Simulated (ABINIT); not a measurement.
**Run report: Ni3Si, geometry relaxation (part 3 of 4)**

Ni3Si (Pm-3m, 4 atoms in the cell); Kohn-Sham DFT of a periodic cell, PBEsol, Ansatz PAW PBE default generated set, frozen core, spin-polarised (ABINIT 10.8.3); cutoff 419.06 eV, 6×6×6 k-mesh, fermi-dirac of 0.05 eV, collinear spins. The structure derives from an entry of the Crystallography Open Database.

Geometry of the input (Å; fractional positions):
```
3.5420  0.0000  0.0000
0.0000  3.5420  0.0000
0.0000  0.0000  3.5420
Ni 0.5000  0.5000  0.0000
Ni 0.5000  0.0000  0.5000
Ni 0.0000  0.5000  0.5000
Si 0.0000  0.0000  0.0000
```

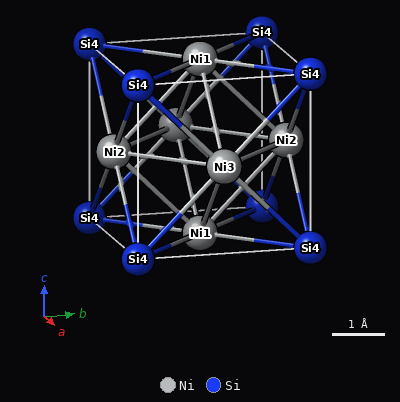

**Figure 1.** The geometry at step 2 of the log (ball-and-stick view of the cell of the calculation, seen slightly off an axis; atoms are numbered from 1 in the order of the input).

Output, continued:
```
 Cartesian components of stress tensor (hartree/bohr^3)
  sigma(1 1)=  9.85302951E-07  sigma(3 2)=  0.00000000E+00
  sigma(2 2)=  9.85302951E-07  sigma(3 1)=  0.00000000E+00
  sigma(3 3)=  9.85302951E-07  sigma(2 1)=  0.00000000E+00

--- !ResultsGS
iteration_state: {dtset: 1, itime: 4, icycle: 1, }
comment   : Summary of ground state results
lattice_vectors:
- [  6.5419850,   0.0000000,   0.0000000, ]
- [  0.0000000,   6.5419850,   0.0000000, ]
- [  0.0000000,   0.0000000,   6.5419850, ]
lattice_lengths: [   6.54199,    6.54199,    6.54199, ]
lattice_angles: [ 90.000,  90.000,  90.000, ] # degrees, (23, 13, 12)
lattice_volume:   2.7998105E+02
convergence: {deltae:  6.708E-12, res2:  2.877E-12, residm:  3.980E-09, diffor: null, }
etotal    :  -5.16338975E+02
entropy   :   0.00000000E+00
fermie    :   4.20854211E-01
cartesian_stress_tensor: # hartree/bohr^3
- [  9.85302951E-07,   0.00000000E+00,   0.00000000E+00, ]
- [  0.00000000E+00,   9.85302951E-07,   0.00000000E+00, ]
- [  0.00000000E+00,   0.00000000E+00,   9.85302951E-07, ]
pressure_GPa:  -2.8989E-02
xred      :
- [  5.0000E-01,   5.0000E-01,   0.0000E+00, Ni]
- [  5.0000E-01,   0.0000E+00,   5.0000E-01, Ni]
- [  0.0000E+00,   5.0000E-01,   5.0000E-01, Ni]
- [  0.0000E+00,   0.0000E+00,   0.0000E+00, Si]
cartesian_forces: # hartree/bohr
- [ -0.00000000E+00,  -0.00000000E+00,  -0.00000000E+00, ]
- [ -0.00000000E+00,  -0.00000000E+00,  -0.00000000E+00, ]
- [ -0.00000000E+00,  -0.00000000E+00,  -0.00000000E+00, ]
- [ -0.00000000E+00,  -0.00000000E+00,  -0.00000000E+00, ]
force_length_stats: {min:   0.00000000E+00, max:   0.00000000E+00, mean:   0.00000000E+00, }
...

 Integrated electronic and magnetization densities in atomic spheres:
 ------------------------------------------------------------------------------------------------------------
 Radius=ratsph(iatom), smearing ratsm=  0.0000. Diff(up-dn)=approximate z local magnetic moment.
    Atom    Radius    up_density   dn_density  Total(up+dn)  Diff(up-dn)
    1 Ni   2.61160     9.231696     9.231696     18.463392     0.000000
    2 Ni   2.61160     9.231696     9.231696     18.463392     0.000000
    3 Ni   2.61160     9.231696     9.231696     18.463392     0.000000
    4 Si   2.63806     1.946438     1.946438      3.892877    -0.000000
 ------------------------------------------------------------------------------------------------------------
  Sum:                29.641527    29.641527     59.283054     0.000000
 Total magnetization (from the atomic spheres):                0.000000
 Total magnetization (exact up - dn):                          0.000000

---OUTPUT-----------------------------------------------------------------------

 Cartesian coordinates (xcart) [bohr]
  3.27099251217050E+00  3.27099251217050E+00  0.00000000000000E+00
  3.27099251217050E+00  0.00000000000000E+00  3.27099251217050E+00
  0.00000000000000E+00  3.27099251217050E+00  3.27099251217050E+00
  0.00000000000000E+00  0.00000000000000E+00  0.00000000000000E+00
 Reduced coordinates (xred)
  5.00000000000000E-01  5.00000000000000E-01  0.00000000000000E+00
  5.00000000000000E-01  0.00000000000000E+00  5.00000000000000E-01
  0.00000000000000E+00  5.00000000000000E-01  5.00000000000000E-01
  0.00000000000000E+00  0.00000000000000E+00  0.00000000000000E+00
 Cartesian forces (fcart) [Ha/bohr]; max,rms= 0.00000E+00 0.00000E+00 (free atoms)
 -0.00000000000000E+00 -0.00000000000000E+00 -0.00000000000000E+00
 -0.00000000000000E+00 -0.00000000000000E+00 -0.00000000000000E+00
 -0.00000000000000E+00 -0.00000000000000E+00 -0.00000000000000E+00
 -0.00000000000000E+00 -0.00000000000000E+00 -0.00000000000000E+00
 Gradient of E wrt nuclear positions in reduced coordinates (gred)
  0.00000000000000E+00  0.00000000000000E+00  0.00000000000000E+00
  0.00000000000000E+00  0.00000000000000E+00  0.00000000000000E+00
  0.00000000000000E+00  0.00000000000000E+00  0.00000000000000E+00
  0.00000000000000E+00  0.00000000000000E+00  0.00000000000000E+00
 Scale of Primitive Cell (acell) [bohr]
  6.54198502434100E+00  6.54198502434101E+00  6.54198502434101E+00
 Real space primitive translations (rprimd) [bohr]
  6.54198502434100E+00  0.00000000000000E+00  0.00000000000000E+00
  0.00000000000000E+00  6.54198502434101E+00  0.00000000000000E+00
  0.00000000000000E+00  0.00000000000000E+00  6.54198502434101E+00
 Unitary Cell Volume (ucvol) [Bohr^3]=  2.79981049318243E+02
 Angles (23,13,12)= [degrees]
  9.00000000000000E+01  9.00000000000000E+01  9.00000000000000E+01
 Lengths [Bohr]
  6.54198502434100E+00  6.54198502434101E+00  6.54198502434101E+00
 Stress tensor in cartesian coordinates (strten) [Ha/bohr^3]
  9.85302950777533E-07  0.00000000000000E+00  0.00000000000000E+00
  0.00000000000000E+00  9.85302950798350E-07  0.00000000000000E+00
  0.00000000000000E+00  0.00000000000000E+00  9.85302950680389E-07
 Total energy (etotal) [Ha]= -5.16338974519097E+02

 Difference of energy with previous step (new-old):
           Absolute (Ha)=-9.18243E-06
           Relative     =-1.77837E-08

--- Iteration: ( 5/50) Internal Cycle: (1/1)
--------------------------------------------------------------------------------

---SELF-CONSISTENT-FIELD CONVERGENCE--------------------------------------------

--- !BeginCycle
iteration_state: {dtset: 1, itime: 5, icycle: 1, }
solver: {iscf: 17, nstep: 80, nline: 4, wfoptalg: 10, }
tolerances: {tolvrs: 1.00E-10, }
...

     iter   Etot(hartree)      deltaE(h)  residm     nres2   difmagsph maxmagsph
 ETOT  1  -516.33898166495    -5.163E+02 5.443E-07 7.157E-03 4.596E-08 4.596E-08
 ETOT  2  -516.33900851789    -2.685E-05 4.576E-07 3.898E-02 5.111E-08 1.111E-08
 ETOT  3  -516.33897379091     3.473E-05 6.174E-06 1.566E-04 4.674E-08 4.159E-08
 ETOT  4  -516.33897462426    -8.333E-07 1.184E-07 9.913E-05 3.868E-08 1.165E-08
 ETOT  5  -516.33897455208     7.219E-08 9.835E-09 1.875E-05 4.177E-09 1.270E-08
 ETOT  6  -516.33897453707     1.501E-08 1.465E-09 1.616E-06 4.261E-09 1.095E-08
 ETOT  7  -516.33897453548     1.591E-09 2.572E-10 9.000E-09 0.000E+00 0.000E+00
 ETOT  8  -516.33897453548    -5.798E-12 8.995E-11 4.787E-10 0.000E+00 0.000E+00
 ETOT  9  -516.33897453549    -4.661E-12 1.671E-11 2.224E-10 0.000E+00 0.000E+00
 ETOT 10  -516.33897453549     4.547E-13 1.291E-11 5.541E-12 0.000E+00 0.000E+00

 At SCF step   10       nres2   =  5.54E-12 < tolvrs=  1.00E-10 =>converged.

 Cartesian components of stress tensor (hartree/bohr^3)
  sigma(1 1)= -6.83386761E-09  sigma(3 2)=  0.00000000E+00
  sigma(2 2)= -6.83386765E-09  sigma(3 1)=  0.00000000E+00
  sigma(3 3)= -6.83386752E-09  sigma(2 1)=  0.00000000E+00

--- !ResultsGS
iteration_state: {dtset: 1, itime: 5, icycle: 1, }
comment   : Summary of ground state results
lattice_vectors:
- [  6.5417230,   0.0000000,   0.0000000, ]
- [  0.0000000,   6.5417230,   0.0000000, ]
- [  0.0000000,   0.0000000,   6.5417230, ]
lattice_lengths: [   6.54172,    6.54172,    6.54172, ]
lattice_angles: [ 90.000,  90.000,  90.000, ] # degrees, (23, 13, 12)
lattice_volume:   2.7994741E+02
convergence: {deltae:  4.547E-13, res2:  5.541E-12, residm:  1.291E-11, diffor: null, }
etotal    :  -5.16338975E+02
entropy   :   0.00000000E+00
fermie    :   4.20923982E-01
cartesian_stress_tensor: # hartree/bohr^3
- [ -6.83386761E-09,   0.00000000E+00,   0.00000000E+00, ]
- [  0.00000000E+00,  -6.83386765E-09,   0.00000000E+00, ]
- [  0.00000000E+00,   0.00000000E+00,  -6.83386752E-09, ]
pressure_GPa:   2.0106E-04
xred      :
- [  5.0000E-01,   5.0000E-01,   0.0000E+00, Ni]
- [  5.0000E-01,   0.0000E+00,   5.0000E-01, Ni]
- [  0.0000E+00,   5.0000E-01,   5.0000E-01, Ni]
- [  0.0000E+00,   0.0000E+00,   0.0000E+00, Si]
cartesian_forces: # hartree/bohr
- [ -0.00000000E+00,  -0.00000000E+00,  -0.00000000E+00, ]
- [ -0.00000000E+00,  -0.00000000E+00,  -0.00000000E+00, ]
- [ -0.00000000E+00,  -0.00000000E+00,  -0.00000000E+00, ]
- [ -0.00000000E+00,  -0.00000000E+00,  -0.00000000E+00, ]
force_length_stats: {min:   0.00000000E+00, max:   0.00000000E+00, mean:   0.00000000E+00, }
...

 Integrated electronic and magnetization densities in atomic spheres:
 ------------------------------------------------------------------------------------------------------------
 Radius=ratsph(iatom), smearing ratsm=  0.0000. Diff(up-dn)=approximate z local magnetic moment.
    Atom    Radius    up_density   dn_density  Total(up+dn)  Diff(up-dn)
    1 Ni   2.61160     9.231706     9.231706     18.463412    -0.000000
    2 Ni   2.61160     9.231706     9.231706     18.463412    -0.000000
    3 Ni   2.61160     9.231706     9.231706     18.463412    -0.000000
    4 Si   2.63806     1.946442     1.946442      3.892883     0.000000
 ------------------------------------------------------------------------------------------------------------
  Sum:                29.641560    29.641560     59.283119    -0.000000
 Total magnetization (from the atomic spheres):               -0.000000
 Total magnetization (exact up - dn):                         -0.000000

---OUTPUT-----------------------------------------------------------------------

 Cartesian coordinates (xcart) [bohr]
  3.27086149436375E+00  3.27086149436375E+00  0.00000000000000E+00
  3.27086149436375E+00  0.00000000000000E+00  3.27086149436375E+00
  0.00000000000000E+00  3.27086149436375E+00  3.27086149436375E+00
  0.00000000000000E+00  0.00000000000000E+00  0.00000000000000E+00
 Reduced coordinates (xred)
  5.00000000000000E-01  5.00000000000000E-01  0.00000000000000E+00
  5.00000000000000E-01  0.00000000000000E+00  5.00000000000000E-01
  0.00000000000000E+00  5.00000000000000E-01  5.00000000000000E-01
  0.00000000000000E+00  0.00000000000000E+00  0.00000000000000E+00
 Cartesian forces (fcart) [Ha/bohr]; max,rms= 0.00000E+00 0.00000E+00 (free atoms)
 -0.00000000000000E+00 -0.00000000000000E+00 -0.00000000000000E+00
 -0.00000000000000E+00 -0.00000000000000E+00 -0.00000000000000E+00
 -0.00000000000000E+00 -0.00000000000000E+00 -0.00000000000000E+00
 -0.00000000000000E+00 -0.00000000000000E+00 -0.00000000000000E+00
 Gradient of E wrt nuclear positions in reduced coordinates (gred)
  0.00000000000000E+00  0.00000000000000E+00  0.00000000000000E+00
  0.00000000000000E+00  0.00000000000000E+00  0.00000000000000E+00
  0.00000000000000E+00  0.00000000000000E+00  0.00000000000000E+00
  0.00000000000000E+00  0.00000000000000E+00  0.00000000000000E+00
 Scale of Primitive Cell (acell) [bohr]
  6.54172298872751E+00  6.54172298872751E+00  6.54172298872750E+00
 Real space primitive translations (rprimd) [bohr]
  6.54172298872751E+00  0.00000000000000E+00  0.00000000000000E+00
  0.00000000000000E+00  6.54172298872751E+00  0.00000000000000E+00
  0.00000000000000E+00  0.00000000000000E+00  6.54172298872750E+00
 Unitary Cell Volume (ucvol) [Bohr^3]=  2.79947407204788E+02
 Angles (23,13,12)= [degrees]
  9.00000000000000E+01  9.00000000000000E+01  9.00000000000000E+01
 Lengths [Bohr]
  6.54172298872751E+00  6.54172298872751E+00  6.54172298872750E+00
 Stress tensor in cartesian coordinates (strten) [Ha/bohr^3]
 -6.83386761068938E-09  0.00000000000000E+00  0.00000000000000E+00
  0.00000000000000E+00 -6.83386765232274E-09  0.00000000000000E+00
  0.00000000000000E+00  0.00000000000000E+00 -6.83386752048376E-09
 Total energy (etotal) [Ha]= -5.16338974535486E+02

 Difference of energy with previous step (new-old):
           Absolute (Ha)=-1.63895E-08
           Relative     =-3.17418E-11

 At Broyd/MD step   5, gradients are converged :
  max grad (force/stress) = 6.8339E-07 < tolmxf= 2.0000E-05 ha/bohr (free atoms)

================================================================================

 ----iterations are completed or convergence reached----

 Mean square residual over all n,k,spin=   35.430E-15; max=  12.909E-12
 reduced coordinates (array xred) for    4 atoms
       0.500000000000      0.500000000000      0.000000000000
       0.500000000000      0.000000000000      0.500000000000
       0.000000000000      0.500000000000      0.500000000000
       0.000000000000      0.000000000000      0.000000000000
 rms dE/dt=  0.0000E+00; max dE/dt=  0.0000E+00; dE/dt below (all hartree)
    1       0.000000000000      0.000000000000      0.000000000000
    2       0.000000000000      0.000000000000      0.000000000000
    3       0.000000000000      0.000000000000      0.000000000000
    4       0.000000000000      0.000000000000      0.000000000000

 cartesian coordinates (angstrom) at end:
    1      1.73086536166319     1.73086536166319     0.00000000000000
    2      1.73086536166319     0.00000000000000     1.73086536166319
    3      0.00000000000000     1.73086536166319     1.73086536166319
    4      0.00000000000000     0.00000000000000     0.00000000000000

 cartesian forces (hartree/bohr) at end:
    1     -0.00000000000000    -0.00000000000000    -0.00000000000000
    2     -0.00000000000000    -0.00000000000000    -0.00000000000000
    3     -0.00000000000000    -0.00000000000000    -0.00000000000000
    4     -0.00000000000000    -0.00000000000000    -0.00000000000000
 frms,max,avg= 0.0000000E+00 0.0000000E+00   0.000E+00  0.000E+00  0.000E+00 h/b

 cartesian forces (eV/Angstrom) at end:
    1     -0.00000000000000    -0.00000000000000    -0.00000000000000
    2     -0.00000000000000    -0.00000000000000    -0.00000000000000
    3     -0.00000000000000    -0.00000000000000    -0.00000000000000
    4     -0.00000000000000    -0.00000000000000    -0.00000000000000
 frms,max,avg= 0.0000000E+00 0.0000000E+00   0.000E+00  0.000E+00  0.000E+00 e/A
 length scales=  6.541722988728  6.541722988728  6.541722988728 bohr
              =  3.461730723326  3.461730723326  3.461730723326 angstroms
 Fermi (or HOMO) energy (hartree) =   0.42092   Average Vxc (hartree)=  -0.47522
 Magnetization (Bohr magneton)=  8.02787881E-09
 Total spin up =  2.90000000E+01   Total spin down =  2.90000000E+01
 Eigenvalues (hartree) for nkpt=  20  k points, SPIN UP:
 kpt#   1, nband= 36, wtk=  0.00463, kpt=  0.0000  0.0000  0.0000 (reduced coord)
  -3.36344   -3.36185   -3.36185   -1.91650   -1.91650   -1.91650   -1.91400   -1.91400
  -1.91400   -1.90744   -1.90744   -1.90744   -0.03186    0.22926    0.26050    0.26050
   0.28078    0.28078    0.28078    0.35947    0.35947    0.35947    0.38391    0.38391
   0.38391    0.39643    0.39643    0.40919    0.42148    0.42148    0.42148    0.61004
   0.65799    0.65799    0.81546    0.81546
      occupation numbers for kpt#   1
   1.00000    1.00000    1.00000    1.00000    1.00000    1.00000    1.00000    1.00000
   1.00000    1.00000    1.00000    1.00000    1.00000    1.00000    1.00000    1.00000
   1.00000    1.00000    1.00000    1.00000    1.00000    1.00000    1.00000    1.00000
   1.00000    1.00000    1.00000    0.99831    0.42448    0.42448    0.42448    0.00000
   0.00000    0.00000    0.00000    0.00000
 prteigrs : prtvol=0 or 1, do not print more k-points.

 Eigenvalues (hartree) for nkpt=  20  k points, SPIN DOWN:
 kpt#   1, nband= 36, wtk=  0.00463, kpt=  0.0000  0.0000  0.0000 (reduced coord)
  -3.36344   -3.36185   -3.36185   -1.91650   -1.91650   -1.91650   -1.91400   -1.91400
  -1.91400   -1.90744   -1.90744   -1.90744   -0.03186    0.22926    0.26050    0.26050
   0.28078    0.28078    0.28078    0.35947    0.35947    0.35947    0.38391    0.38391
   0.38391    0.39643    0.39643    0.40919    0.42148    0.42148    0.42148    0.61004
   0.65799    0.65799    0.81546    0.81546
      occupation numbers for kpt#   1
   1.00000    1.00000    1.00000    1.00000    1.00000    1.00000    1.00000    1.00000
   1.00000    1.00000    1.00000    1.00000    1.00000    1.00000    1.00000    1.00000
   1.00000    1.00000    1.00000    1.00000    1.00000    1.00000    1.00000    1.00000
   1.00000    1.00000    1.00000    0.99831    0.42448    0.42448    0.42448    0.00000
   0.00000    0.00000    0.00000    0.00000
 prteigrs : prtvol=0 or 1, do not print more k-points.

--- !EnergyTerms
iteration_state     : {dtset: 1, itime: 5, icycle: 1, }
comment             : Components of total free energy in Hartree
kinetic             :  3.30843836888556E+01
hartree             :  1.79416870535331E+02
xc                  : -1.15199233975428E+01
Ewald energy        : -3.20047262463708E+02
psp_core            :  1.44391012562691E+01
local_psp           : -4.34868390912732E+02
PAW spherical_terms :  2.31567485921897E+01
internal            : -5.16338472701338E+02
'-kT*entropy'       : -5.03148125334110E-04
total_energy        : -5.16338975849463E+02
total_energy_eV     : -1.40502993056940E+04
...

--- !EnergyTermsDC
iteration_state     : {dtset: 1, itime: 5, icycle: 1, }
comment             : '"Double-counting" decomposition of free energy'
band_energy         : -4.40599694220993E+01
Ewald energy        : -3.20047262463708E+02
psp_core            :  1.44391012562691E+01
xc_dc               : -1.76899784700730E+02
PAW spherical_terms :  1.02294439429080E+01
internal            : -5.16338471387361E+02
'-kT*entropy'       : -5.03148125334110E-04
total_energy_dc     : -5.16338974535486E+02
total_energy_dc_eV  : -1.40502992699389E+04
...

--- !EnergyTermsWithPAWCore
iteration_state     : {dtset: 1, itime: 5, icycle: 1, }
comment             : 'Components of total free energy, including PAW core contributions'
Total energy        : -4.80925842540086E+03
Total energy DC     : -4.80925842408688E+03
Total energy (eV)   : -1.30866588570321E+05
Total energy DC (eV): -1.30866588534566E+05
...

 Cartesian components of stress tensor (hartree/bohr^3)
  sigma(1 1)= -6.83386761E-09  sigma(3 2)=  0.00000000E+00
  sigma(2 2)= -6.83386765E-09  sigma(3 1)=  0.00000000E+00
  sigma(3 3)= -6.83386752E-09  sigma(2 1)=  0.00000000E+00

-Cartesian components of stress tensor (GPa)         [Pressure=  2.0106E-04 GPa]
- sigma(1 1)= -2.01059327E-04  sigma(3 2)=  0.00000000E+00
- sigma(2 2)= -2.01059328E-04  sigma(3 1)=  0.00000000E+00
- sigma(3 3)= -2.01059324E-04  sigma(2 1)=  0.00000000E+00

== END DATASET(S) ==============================================================
================================================================================

 -outvars: echo values of variables after computation  --------
            acell      6.5417229887E+00  6.5417229887E+00  6.5417229887E+00 Bohr
           etotal     -5.1633897454E+02
            fcart     -0.0000000000E+00 -0.0000000000E+00 -0.0000000000E+00
                      -0.0000000000E+00 -0.0000000000E+00 -0.0000000000E+00
                      -0.0000000000E+00 -0.0000000000E+00 -0.0000000000E+00
                      -0.0000000000E+00 -0.0000000000E+00 -0.0000000000E+00
           strten     -6.8338676107E-09 -6.8338676523E-09 -6.8338675205E-09
                       0.0000000000E+00  0.0000000000E+00  0.0000000000E+00
           xangst      1.7308653617E+00  1.7308653617E+00  0.0000000000E+00
                       1.7308653617E+00  0.0000000000E+00  1.7308653617E+00
                       0.0000000000E+00  1.7308653617E+00  1.7308653617E+00
                       0.0000000000E+00  0.0000000000E+00  0.0000000000E+00
             xred      5.0000000000E-01  5.0000000000E-01  0.0000000000E+00
                       5.0000000000E-01  0.0000000000E+00  5.0000000000E-01
                       0.0000000000E+00  5.0000000000E-01  5.0000000000E-01
                       0.0000000000E+00  0.0000000000E+00  0.0000000000E+00
 Calculation completed.
```

Trajectory as extended XYZ (Å, eV, eV/Å), 5 frames, from step=0 to step=4:
```
4
Lattice="3.5420 0.0000 0.0000 0.0000 3.5420 0.0000 0.0000 0.0000 3.5420" Properties=species:S:1:pos:R:3:forces:R:3 step=0 energy=-14050.16133
Ni    1.7710    1.7710    0.0000    0.0000   0.0000   0.0000
Ni    1.7710    0.0000    1.7710    0.0000   0.0000   0.0000
Ni    0.0000    1.7710    1.7710    0.0000   0.0000   0.0000
Si    0.0000    0.0000    0.0000    0.0000   0.0000   0.0000
4
Lattice="3.4914 0.0000 0.0000 0.0000 3.4914 0.0000 0.0000 0.0000 3.4914" Properties=species:S:1:pos:R:3:forces:R:3 step=1 energy=-14050.27943
Ni    1.7457    1.7457    0.0000    0.0000   0.0000   0.0000
Ni    1.7457    0.0000    1.7457    0.0000   0.0000   0.0000
Ni    0.0000    1.7457    1.7457    0.0000   0.0000   0.0000
Si    0.0000    0.0000    0.0000    0.0000   0.0000   0.0000
4
Lattice="3.4585 0.0000 0.0000 0.0000 3.4585 0.0000 0.0000 0.0000 3.4585" Properties=species:S:1:pos:R:3:forces:R:3 step=2 energy=-14050.29902
Ni    1.7292    1.7292    0.0000    0.0000   0.0000   0.0000
Ni    1.7292    0.0000    1.7292    0.0000   0.0000   0.0000
Ni    0.0000    1.7292    1.7292    0.0000   0.0000   0.0000
Si    0.0000    0.0000    0.0000    0.0000   0.0000   0.0000
4
Lattice="3.4619 0.0000 0.0000 0.0000 3.4619 0.0000 0.0000 0.0000 3.4619" Properties=species:S:1:pos:R:3:forces:R:3 step=3 energy=-14050.29927
Ni    1.7309    1.7309    0.0000    0.0000   0.0000   0.0000
Ni    1.7309    0.0000    1.7309    0.0000   0.0000   0.0000
Ni    0.0000    1.7309    1.7309    0.0000   0.0000   0.0000
Si    0.0000    0.0000    0.0000    0.0000   0.0000   0.0000
```
